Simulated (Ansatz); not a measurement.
System: Si.

```
CELL_PARAMETERS angstrom
6.65466 0.00000 0.00000
0.00000 6.65466 0.00000
0.00000 0.00000 3.84376
ATOMIC_POSITIONS crystal
Si 0.17875 0.17875 0.00000
Si 0.67875 0.67875 0.50000
Si 0.32125 0.32125 0.50000
Si 0.82125 0.82125 0.00000
Si 0.82125 0.17875 0.00000
Si 0.32125 0.67875 0.50000
Si 0.17875 0.82125 0.00000
Si 0.67875 0.32125 0.50000
```

Space group I4/mmm; a structure from a database of computed crystals, not necessarily the ambient phase.

Method: DFT r2SCAN, scalar-relativistic, plane waves, PAW (Ansatz).

**Predict the valence pseudo-density and electron localisation function between the atoms.**

Si–Si (2.34 Å): the density is about 0.59 e/Å³ at the midpoint; the ELF peaks at about 0.95 between the atoms: a shared electron pair.

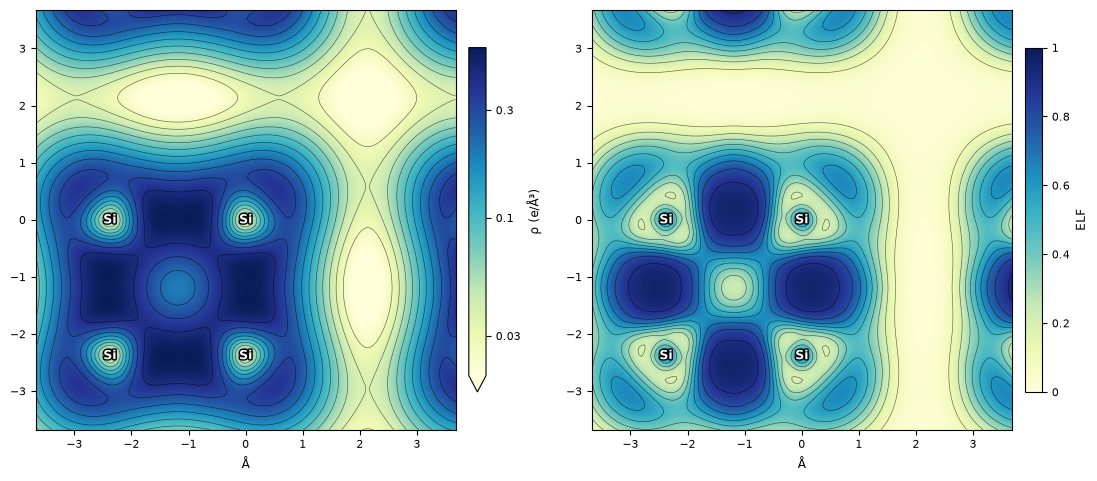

Computed valence pseudo-density and electron localisation function on the (001) plane of the conventional cell, in this order. 
